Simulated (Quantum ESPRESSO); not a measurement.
## A series of single points on Cl

System: Cl (Cmce, 4 atoms in the cell).
Method: Kohn-Sham DFT of a periodic cell, PBE, SSSP 1.3 efficiency PBE, no spin polarisation (Quantum ESPRESSO 7.5).

The 7 runs differ only in the geometry, by an even scaling of the cell at fixed fractional positions. The structure derives from an entry of the Crystallography Open Database.

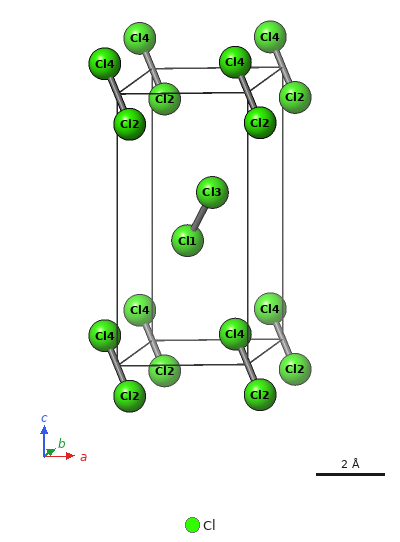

Figure 1. The structure of run 4 (ball-and-stick view of the cell of the calculation, seen slightly off an axis; atoms are numbered from 1 in the order of the input).

### Input file of run 4
```
&CONTROL
  calculation = 'scf'
  prefix = 'pwscf'
  outdir = './tmp'
  pseudo_dir = './pseudo'
  tprnfor = .true.
  tstress = .true.
  disk_io = 'low'
/
&SYSTEM
  ibrav = 0
  nat = 4
  ntyp = 1
  ecutwfc = 55
  ecutrho = 440
  nbnd = 21
  occupations = 'smearing'
  smearing = 'fd'
  degauss = 0.00367493
/
&ELECTRONS
  conv_thr = 8d-10
  electron_maxstep = 120
  mixing_beta = 0.5
/
ATOMIC_SPECIES
Cl    35.4500 cl_pbe_v1.4.uspp.F.UPF
CELL_PARAMETERS angstrom
   3.1450000000   -2.2500000000    0.0000000000
   3.1450000000    2.2500000000    0.0000000000
   0.0000000000    0.0000000000    8.2100000000
ATOMIC_POSITIONS crystal
Cl     0.3700000000    0.6300000000    0.4000000000
Cl     0.1300000000    0.8700000000    0.9000000000
Cl     0.6300000000    0.3700000000    0.6000000000
Cl     0.8700000000    0.1300000000    0.1000000000
K_POINTS automatic
7 7 4 0 0 0
```

### File pp_density.in of run 4
```
&INPUTPP
  prefix = 'pwscf'
  outdir = './tmp'
  filplot = 'density.dat'
  plot_num = 0
/
&PLOT
  nfile = 1
  filepp(1) = 'density.dat'
  iflag = 3
  output_format = 6
  fileout = 'density.cube'
/
```

### File pp_potential.in of run 4
```
&INPUTPP
  prefix = 'pwscf'
  outdir = './tmp'
  filplot = 'potential.dat'
  plot_num = 11
/
&PLOT
  nfile = 1
  filepp(1) = 'potential.dat'
  iflag = 3
  output_format = 6
  fileout = 'potential.cube'
/
```

Command:
```bash
OMP_NUM_THREADS=1 pw.x -in pw.in > pw.out
OMP_NUM_THREADS=1 pp.x -in pp_density.in > pp_density.out
OMP_NUM_THREADS=1 pp.x -in pp_potential.in > pp_potential.out
```

Run 5 has the same physical settings and fractional positions; its lattice vectors (Å) are:
```
   3.165828   -2.264901    0.000000
   3.165828    2.264901    0.000000
   0.000000    0.000000    8.264372
```

### Results, with one run withheld

| run | volume per atom (Å³) | free energy per atom, from the lowest run given (meV) | pressure (GPa) | gap on the mesh (eV) |
| --- | --- | --- | --- | --- |
| 1 | 27.305 | 18.51 | 2.69 | 2.74 |
| 2 | 27.886 | 10.09 | 1.93 | 2.66 |
| 3 | 28.467 | 4.29 | 1.25 | 2.59 |
| 4 | 29.048 | 0.83 | 0.64 | 2.51 |
| 5 | 29.629 | ? | ? | ? |
| 6 | 30.210 | 0.00 | −0.40 | 2.37 |
| 7 | 30.791 | 2.23 | −0.85 | 2.30 |

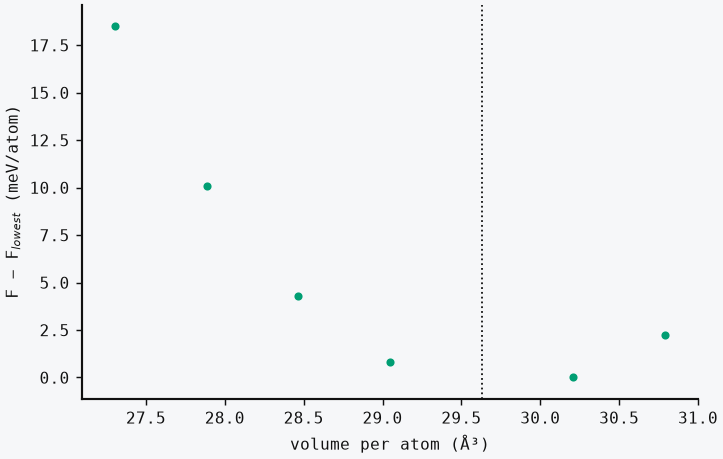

Figure 2. Free energy per atom of the runs given; the dotted line marks run 5.

Estimate the energy of run 5 from the others.

A cubic polynomial in V^(−2/3) (the Birch–Murnaghan form), fitted to the 6 runs given, misses them by under 0.01 meV per atom. With x = V^(−2/3) − 0.10617 Å⁻², it reads F = 1.4682 + 2030.8 x + 5.0894e+05 x² + 1.2053e+06 x³ (meV per atom). At run 5 it gives −0.53 meV per atom, and the run itself gives −0.53. The slope of the fit gives a pressure −dF/dV of 0.10 GPa there, and the run prints 0.09 GPa. The fit has its minimum at 29.747 Å³ per atom, where V d²F/dV² gives 26.1 GPa. Cell shape and fractional positions are held, so this is the stiffness under even scaling; the relaxed bulk modulus wasn't computed and can be far lower in a crystal of layers, chains or molecules like this one. The gap on the mesh goes, without turning, from 2.74 eV in run 1 to 2.30 eV in run 7; run 5 has 2.44 eV. These are gaps of this functional on this mesh, which can miss the band edges; they aren't the measured gap.

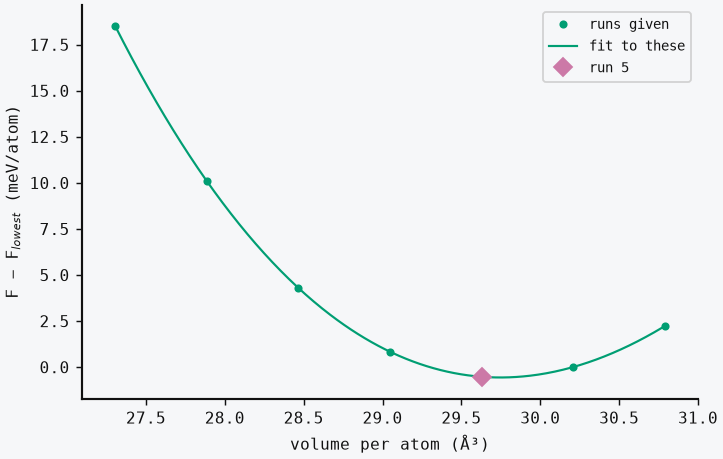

Figure 3. The fit and the withheld run.

### Some lines of the output (run 5)
```
[...]
     number of k points=    48  Fermi-Dirac smearing, width (Ry)=  0.0037
     total energy              =    -133.16004026 Ry
     total energy              =    -133.15837000 Ry
     total energy              =    -133.15980527 Ry
     total energy              =    -133.15989422 Ry
     total energy              =    -133.15990360 Ry
     total energy              =    -133.15990408 Ry
     total energy              =    -133.15990420 Ry
     total energy              =    -133.15990421 Ry
     the Fermi energy is     1.4029 ev
!    total energy              =    -133.15990421 Ry
     The total energy is F=E-TS. E is the sum of the following terms:
     Computing stress (Cartesian axis) and pressure
          total   stress  (Ry/bohr**3)                   (kbar)     P=        0.90
```

Notes on the run: negative rho.
